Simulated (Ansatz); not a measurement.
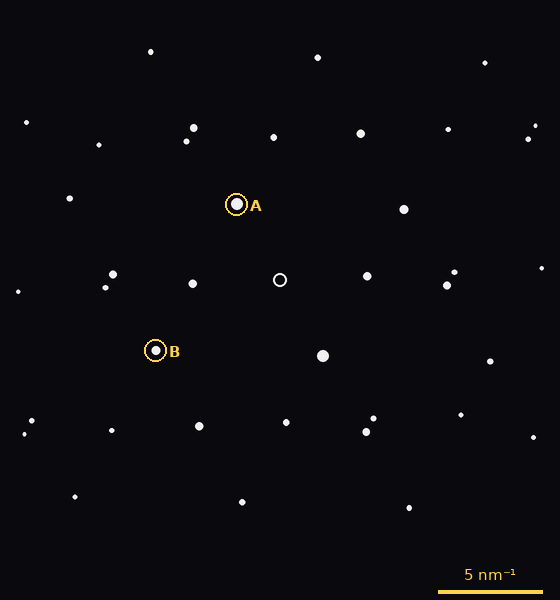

Kinematic zone-axis pattern, calculated for 200 keV electrons with B = 0.8 Å². Two individuals of a reflection twin are superposed (a geometric construction: whether this twin forms is not tested; the second individual is smaller and so fainter). Crystal: Ti, space group Fm-3m (No. 225), a = 4.112 Å, zone axis [211]. Structure: the end point of a relaxation with Ansatz, DFT, PBE, plane waves (420 eV) with PAW, scalar-relativistic; the starting structure was generated, so it need not be a known form of this composition.

In the first individual spot A is -1 1 1 and spot B is 0 -2 2.

Q: Find the twin plane.

A: (1-31). The spot positions of the combined pattern are mirror-symmetric about the row through 1 -3 1 (d = 1.240 Å), which both individuals share, while a single individual has only symmetry 2mm without that mirror line. Friedel's law adds the mirror line at right angles, so a twin on (4-1-7) would give the same picture; the more widely spaced plane was used.

Q: Which other reflections coincide?

A: Within the frame only the reflections of the common row coincide.
